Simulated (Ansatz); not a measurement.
## Two runs on LiNbO3

System: LiNbO3 (R3c, 10 atoms in the cell).
Method of run 1: DFT, PBE, plane waves, PAW, no spin polarisation (Ansatz 0.2.0).

The structure was built on a prototype by a generator; it need not be a known phase. The geometry comes from this level: PBE. Text and figures count atoms from 1; the logs count them from 0 in places.

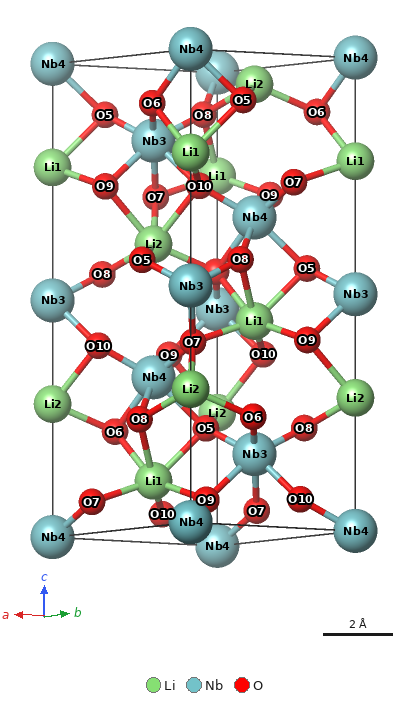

Figure 1. The input geometry (ball-and-stick view of the cell 3 times as large as that of the calculation, set on its symmetry axes, seen at an oblique angle; atoms are numbered from 1 in the order of the input).

### Input file, run 1
```yaml
crystal:
  lattice:
    - [2.5951448988, 1.4983076059, 4.6717952351]
    - [-2.5951448988, 1.4983076059, 4.6717952351]
    - [0.0, -2.9966152118, 4.6717952351]
  atoms:
    - { symbol: Li, position: [0.7816240672, 0.7816240672, 0.7816240672] }
    - { symbol: Li, position: [0.2816240672, 0.2816240672, 0.2816240672] }
    - { symbol: Nb, position: [0.5004839052, 0.5004839052, 0.5004839052] }
    - { symbol: Nb, position: [1.0004839052, 1.0004839052, 0.0004839052] }
    - { symbol: O, position: [0.6107801053, 0.2211568658, 0.8579550566] }
    - { symbol: O, position: [0.8579550566, 0.6107801053, 0.2211568658] }
    - { symbol: O, position: [0.1107801053, 0.3579550566, 0.7211568658] }
    - { symbol: O, position: [0.2211568658, 0.8579550566, 0.6107801053] }
    - { symbol: O, position: [0.7211568658, 0.1107801053, 0.3579550566] }
    - { symbol: O, position: [0.3579550566, 0.7211568658, 0.1107801053] }
kpoints:
  mp_grid: { grid: [6, 6, 6] }
hamiltonian:
  xc: pbe
scf:
  occupations: { method: fixed }
  n_extra_bands: 6
output:
  forces: true
  stress: true
  eigenvalues: true
```

Launched with:
```bash
ansatz run input.yaml --threads 2 --pin off --max-ram 3686MiB --backend cpu --events-out ev --progress --plain --runs-dir out
```

Hardware: 2 threads of Arm Neoverse V2, 24 GiB of memory available, shared host.

### Output, shortened to warnings, some set-up lines, iterations and results (run 1)
```
Basis set: ecut = 420 eV, 2139 PW (Γ), exchange–correlation on 80×80×80 points (8 copies of the dense FFT grid, shifted against one another)
Symmetry: 6 space group operations
k-points: 32 of 216 (time reversal used)
Initial density: superposition of atomic densities (neutral atoms: chi_scale 0, normalization atom), corrected by the library's trained network
[...]
SCF iter   1: F=—  HF=-12929.478849 eV  |F-HF|=—  |Δ(HF+E_count)|=         —  Δρ=1.55e-3  dr2=8.72e-4  ethr=1.77e-3  ⟨swp⟩=5.0  Hψ=4501  notcnv=0  defer=126
SCF iter   2: F=—  HF=-12929.480374 eV  |F-HF|=—  |Δ(HF+E_count)|=   1.53e-3  Δρ=8.47e-4  dr2=2.68e-4  ethr=1.28e-6  ⟨swp⟩=2.2  Hψ=2519  notcnv=0  defer=128
SCF iter   3: F=—  HF=-12929.481050 eV  |F-HF|=—  |Δ(HF+E_count)|=   6.76e-4  Δρ=3.87e-4  dr2=1.26e-4  ethr=3.94e-7  ⟨swp⟩=2.0  Hψ=2024  notcnv=0  defer=128
SCF iter   4: F=—  HF=-12929.481101 eV  |F-HF|=—  |Δ(HF+E_count)|=   5.09e-5  Δρ=7.21e-5  dr2=7.37e-6  ethr=1.85e-7  ⟨swp⟩=2.0  Hψ=1726  notcnv=0  defer=60
SCF iter   5: F=—  HF=-12929.481100 eV  |F-HF|=—  |Δ(HF+E_count)|=   6.25e-7  Δρ=2.52e-5  dr2=9.69e-7  ethr=1.08e-8  ⟨swp⟩=2.1  Hψ=1854  notcnv=0  defer=58
SCF iter   6: F=-12929.481101 eV  HF=-12929.481101 eV  |F-HF|=8.02e-8  |Δ(HF+E_count)|=   8.05e-7  Δρ=8.33e-6  dr2=8.20e-8  ethr=1.47e-10  ⟨swp⟩=8.9  Hψ=6082  notcnv=0
SCF 1 converged in 6 iterations: F = -12929.481101 eV  dr2 = 8.20e-8
SCF converged after 6 iterations
Free energy (F): -12929.481101 eV
Harris-Foulkes:  -12929.481101 eV  (|F-HF|=8.02e-8)
Internal energy: -12929.481101 eV  (E = F + TS)
E sigma→0 (E₀):  -12929.481101 eV
Fermi energy:    6.928069 eV
--- Per-component energies (eV) ---
  E_band       = -544.207997
  E_kinetic    = 1882.987133
  E_local      = -4347.678885  (includes V_loc(G=0)·N_el)
  E_nonlocal   = 450.075201
  E_hartree    = 1470.626144
  E_xc         = -817.018412
  E_vxc        = -1020.372683  (∫ρ·V_xc dr)
  E_paw        = -7133.729788  (= ΣΔE_a)
  E_vpaw       = -450.480668  (= ΣTr[D̂ρ^β])
  E_aug_tail   = 0.014750  (compensation charges beyond the density's cutoff)
  E_ewald      = -4434.757245
  E_smearing   = -0.000000  (= −TS)
  E_closure    = 0.000000  (closes the sum)
  Σ components = -12929.481101   (vs F -12929.481101, Δ=0.00e0)
--- Forces (eV/Å), atoms counted from 1 ---
  atom   1  Li     0.00000000     0.00000000     0.00246550
  atom   2  Li     0.00000000     0.00000000     0.00246550
  atom   3  Nb     0.00000000    -0.00000000     0.00138807
  atom   4  Nb    -0.00000000     0.00000000     0.00138807
  atom   5  O     -0.00330821    -0.00191874    -0.00126309
  atom   6  O      0.00331579    -0.00190562    -0.00126309
  atom   7  O     -0.00331579    -0.00190562    -0.00126309
  atom   8  O     -0.00000757     0.00382437    -0.00126309
  atom   9  O      0.00330821    -0.00191874    -0.00126309
  atom  10  O      0.00000757     0.00382437    -0.00126309
  max |Σ_I F_I| component: 1.29e-4 eV/Å
--- Stress (GPa, compression-positive) ---
        0.012180      -0.000000       0.000000
       -0.000000       0.012180      -0.000000
       -0.000000      -0.000000      -0.011598
  P = ⅓ Tr σ = 0.0043 GPa (0.043 kbar)
```

For run 2 the input was changed thus:
```diff
-    - [2.5951448988, 1.4983076059, 4.6717952351]
-    - [-2.5951448988, 1.4983076059, 4.6717952351]
-    - [0.0, -2.9966152118, 4.6717952351]
+    - [2.6208410739, 1.5131432995, 4.7180536418]
+    - [-2.6208410739, 1.5131432995, 4.7180536418]
+    - [0.0, -3.026286599, 4.7180536418]
```

What does this change do to the results?

With the same functional and potentials, run 2 lies 5.8 meV per atom higher. The gap on the mesh goes from 3.57 to 3.43 eV. The pressure goes from 0.00 to −5.53 GPa. The largest force goes from 0.004 to 0.376 eV/Å. The volume per atom goes from 10.90 to 11.23 Å³. The cell is scaled evenly with the atoms at fixed fractional positions, so −ΔP/Δ ln V estimates the bulk modulus midway between the two volumes: about 190 GPa. The SCF takes 7 iterations against 6. The plane waves at Γ go from 2139 to 2217.

### Output, shortened to warnings, some set-up lines, iterations and results (run 2)
```
Basis set: ecut = 420 eV, 2217 PW (Γ), exchange–correlation on 80×80×80 points (8 copies of the dense FFT grid, shifted against one another)
Symmetry: 6 space group operations
k-points: 32 of 216 (time reversal used)
Initial density: superposition of atomic densities (neutral atoms: chi_scale 0, normalization atom), corrected by the library's trained network
[...]
SCF iter   1: F=—  HF=-12929.421493 eV  |F-HF|=—  |Δ(HF+E_count)|=         —  Δρ=1.51e-3  dr2=7.83e-4  ethr=1.77e-3  ⟨swp⟩=5.1  Hψ=4552  notcnv=0  defer=120
SCF iter   2: F=—  HF=-12929.422737 eV  |F-HF|=—  |Δ(HF+E_count)|=   1.24e-3  Δρ=8.45e-4  dr2=2.88e-4  ethr=1.15e-6  ⟨swp⟩=2.3  Hψ=2640  notcnv=0  defer=128
SCF iter   3: F=—  HF=-12929.423409 eV  |F-HF|=—  |Δ(HF+E_count)|=   6.72e-4  Δρ=4.18e-4  dr2=1.59e-4  ethr=4.24e-7  ⟨swp⟩=2.0  Hψ=2027  notcnv=0  defer=128
SCF iter   4: F=—  HF=-12929.423457 eV  |F-HF|=—  |Δ(HF+E_count)|=   4.85e-5  Δρ=7.80e-5  dr2=8.94e-6  ethr=2.34e-7  ⟨swp⟩=2.0  Hψ=1708  notcnv=0  defer=60
SCF iter   5: F=—  HF=-12929.423457 eV  |F-HF|=—  |Δ(HF+E_count)|=   9.36e-8  Δρ=3.25e-5  dr2=1.68e-6  ethr=1.31e-8  ⟨swp⟩=2.0  Hψ=1786  notcnv=0  defer=58
SCF iter   6: F=—  HF=-12929.423458 eV  |F-HF|=—  |Δ(HF+E_count)|=   6.39e-7  Δρ=9.73e-6  dr2=1.19e-7  ethr=2.48e-9  ⟨swp⟩=2.0  Hψ=1694  notcnv=0  defer=58
SCF iter   7: F=-12929.423458 eV  HF=-12929.423458 eV  |F-HF|=3.57e-9  |Δ(HF+E_count)|=   9.59e-8  Δρ=1.88e-6  dr2=3.46e-9  ethr=1.47e-10  ⟨swp⟩=9.8  Hψ=5208  notcnv=0
SCF 1 converged in 7 iterations: F = -12929.423458 eV  dr2 = 3.46e-9
SCF converged after 7 iterations
Free energy (F): -12929.423458 eV
Harris-Foulkes:  -12929.423458 eV  (|F-HF|=3.57e-9)
Internal energy: -12929.423458 eV  (E = F + TS)
E sigma→0 (E₀):  -12929.423458 eV
Fermi energy:    6.572101 eV
--- Per-component energies (eV) ---
  E_band       = -568.542014
  E_kinetic    = 1876.158795
  E_local      = -4404.621985  (includes V_loc(G=0)·N_el)
  E_nonlocal   = 449.590075
  E_hartree    = 1488.838929
  E_xc         = -815.232552
  E_vxc        = -1017.954881  (∫ρ·V_xc dr)
  E_paw        = -7132.894993  (= ΣΔE_a)
  E_vpaw       = -449.406588  (= ΣTr[D̂ρ^β])
  E_aug_tail   = 0.014706  (compensation charges beyond the density's cutoff)
  E_ewald      = -4391.276433
  E_smearing   = -0.000000  (= −TS)
  E_closure    = 0.000000  (closes the sum)
  Σ components = -12929.423458   (vs F -12929.423458, Δ=0.00e0)
--- Forces (eV/Å), atoms counted from 1 ---
  atom   1  Li     0.00000000    -0.00000000     0.00338888
  atom   2  Li    -0.00000000    -0.00000000     0.00338888
  atom   3  Nb    -0.00000000     0.00000000     0.30418166
  atom   4  Nb     0.00000000     0.00000000     0.30418166
  atom   5  O     -0.12183078     0.34089908    -0.10252159
  atom   6  O     -0.23431187    -0.27595809    -0.10252159
  atom   7  O      0.23431187    -0.27595809    -0.10252159
  atom   8  O      0.35614265    -0.06494099    -0.10252159
  atom   9  O      0.12183078     0.34089908    -0.10252159
  atom  10  O     -0.35614265    -0.06494099    -0.10252159
  max |Σ_I F_I| component: 1.16e-5 eV/Å
--- Stress (GPa, compression-positive) ---
       -5.810042       0.000000      -0.000000
        0.000000      -5.810042      -0.000000
        0.000000      -0.000000      -4.961478
  P = ⅓ Tr σ = -5.5272 GPa (-55.272 kbar)
```

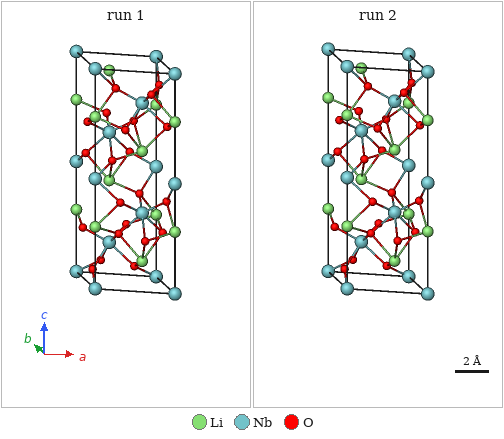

Figure 2. The two input geometries at one scale (ball-and-stick view of the cell 3 times as large as that of the calculation, set on its symmetry axes, seen slightly off an axis). No atom moves by more than 0.005 Å relative to the cell. Cell: a = b 5.190 → 5.242 Å (+1.0 %), c 14.015 → 14.154 Å (+1.0 %). Volume +3.0 %. Among the contacts that change: Li–O 2.267 → 2.289 Å, Nb–O 2.158 → 2.180 Å, Li–O 2.084 → 2.105 Å, Nb–O 1.885 → 1.903 Å.

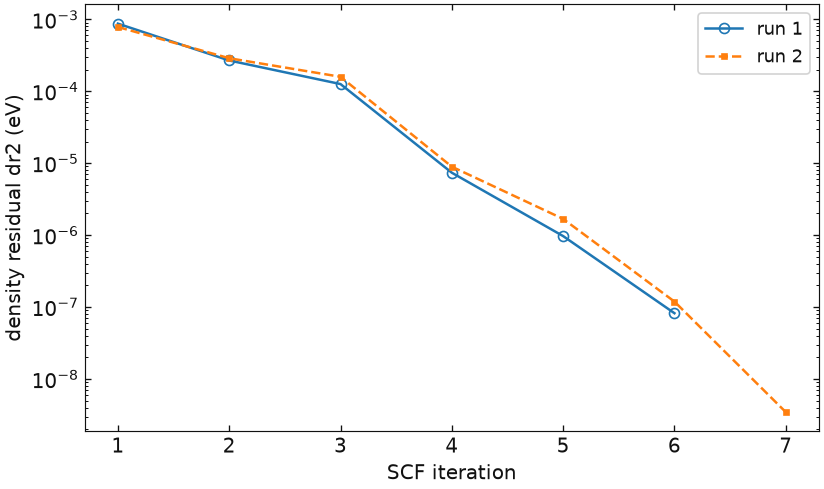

Figure 3. Convergence of the two runs: density residual dr2 against the SCF iteration. Run 1 takes 6 iterations in all, and run 2 takes 7.

### The two runs side by side

| quantity | run 1 | run 2 |
| --- | --- | --- |
| outcome | converged | converged |
| free energy per atom (eV) | −1292.9481 | −1292.9423 |
| gap on the mesh (eV) | 3.57 | 3.43 |
| pressure (GPa) | 0.00 | −5.53 |
| volume per atom (Å³) | 10.90 | 11.23 |
| largest force (eV/Å) | 0.004 | 0.376 |
| SCF iterations | 6 | 7 |
| irreducible k-points | 32 | 32 |
| plane waves at Γ | 2139 | 2217 |
| wall time (shared host) | 5 s | 5.3 s |

For run 2: The cell is under a tension of 5.5 GPa at this level, so it is not at its equilibrium volume.
